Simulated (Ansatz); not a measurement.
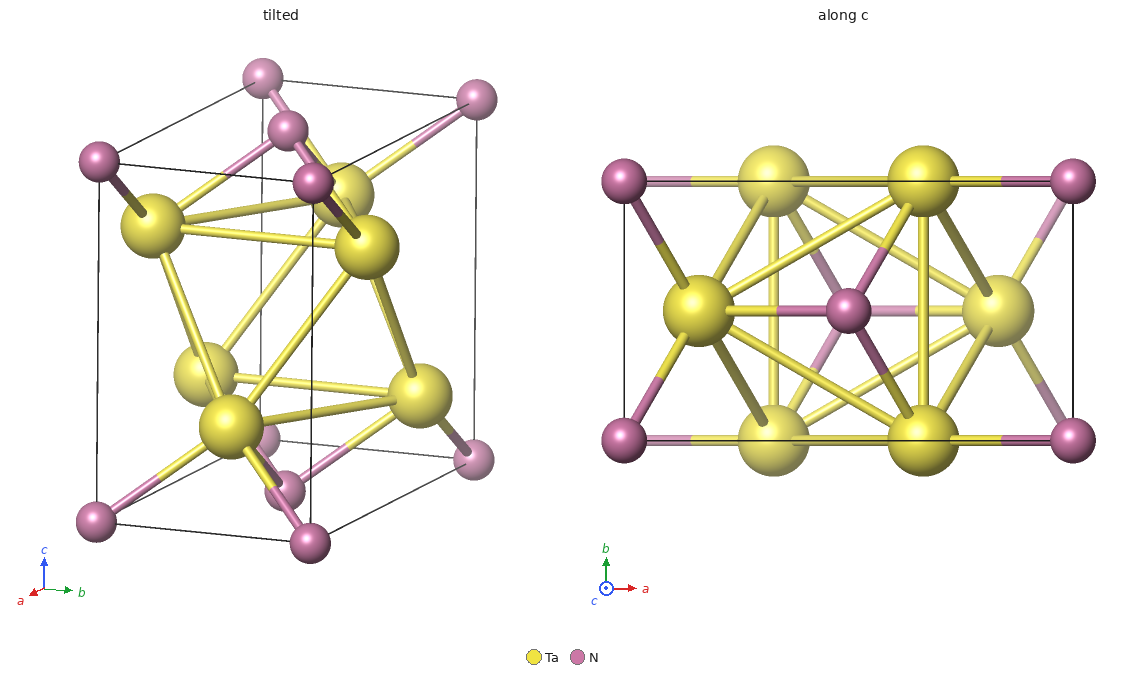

The image is a ball-and-stick drawing of a crystal, viewed slightly off an axis and along the c axis. Lines trace the edges of the conventional unit cell.

Ta2N, space group C2/m (No. 12), a = 5.37 Å, b = 3.10 Å, c = 4.88 Å, α = 90.00°, β = 91.15°, γ = 90.00°.

Calculation details: DFT PBE, scalar-relativistic, plane waves, PAW (Ansatz 0.2.0); an energy cutoff of 420 eV, k-points about 0.13 Å⁻¹ apart, Gaussian smearing of 0.15 eV, no spin polarisation.

Metal or not?

Answer. A metal: bands cross the Fermi level.

Under what pressure is the structure?

Answer. The computed pressure is 0.1 GPa, close to zero. The stress isn't hydrostatic: its largest component is 3.1 GPa.

Its origin is a structure listed in the Materials Project. The cell was then strained or its atoms displaced on purpose. It went into a calculation with Ansatz.
